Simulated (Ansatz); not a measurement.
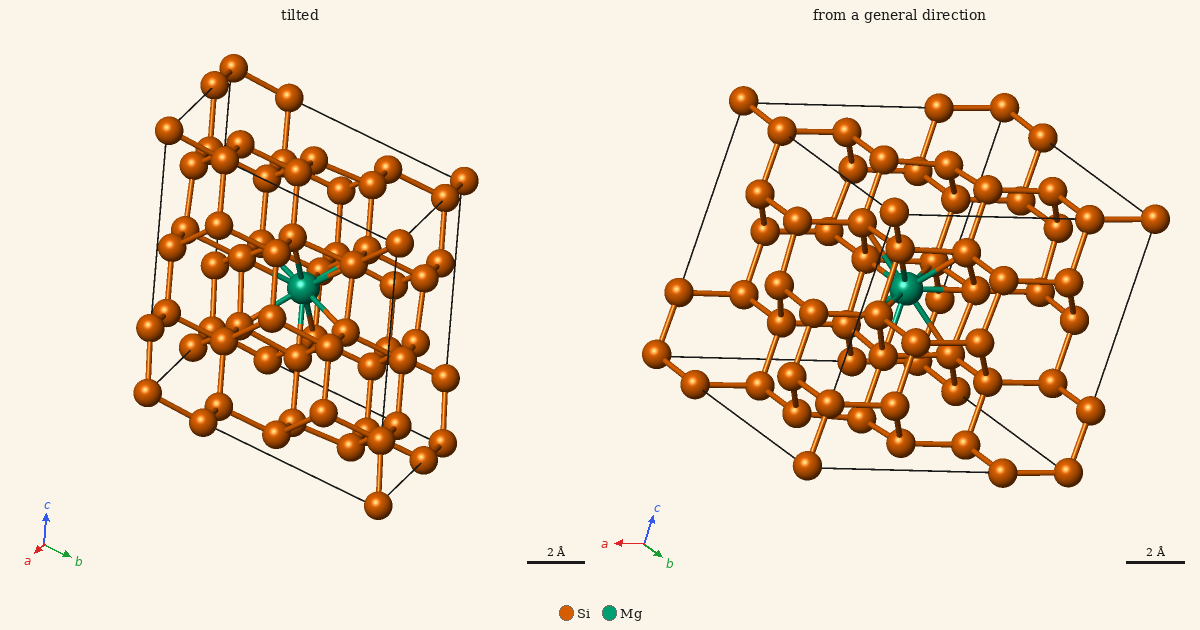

We look at a ball-and-stick model of the crystal slightly off an axis and from a general direction. The supercell is outlined; an atom on or near a face, edge or corner is repeated at each equivalent position. The host is Si, in a cell of 32 sites, and the cell is neutral.

What imperfection does the supercell contain?

Answer. An interstitial magnesium atom. It is bonded to ten Si at about 2.5 to 2.8 Å.

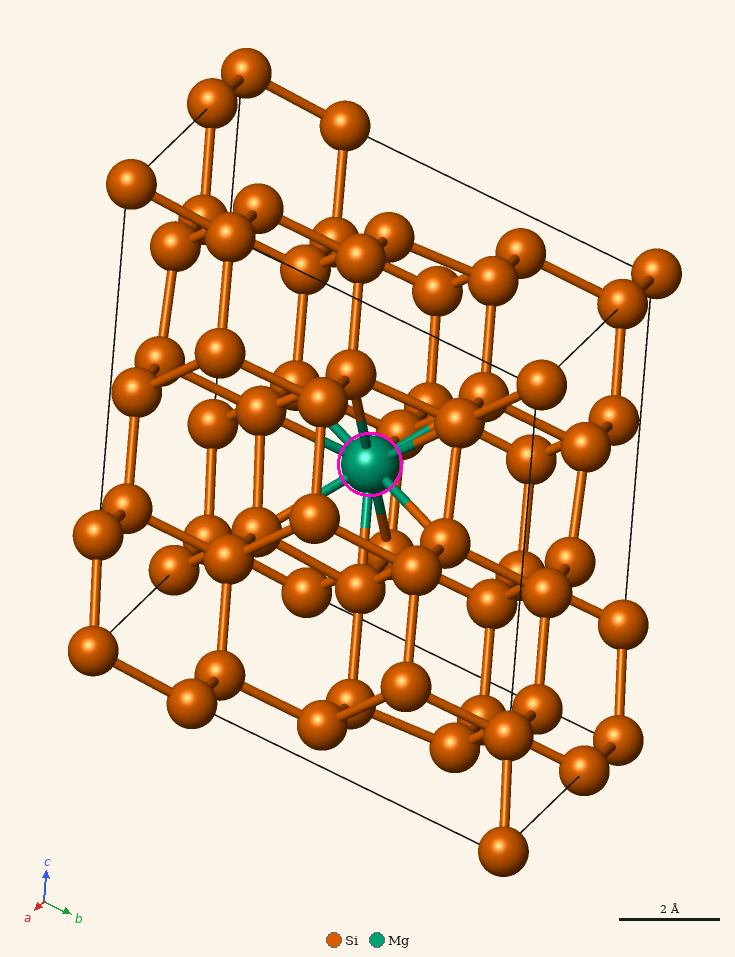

The same cell with a ring at the defect's site.

The atoms were relaxed in the host's cell with Ansatz, DFT PBEsol, scalar-relativistic, plane waves, PAW.
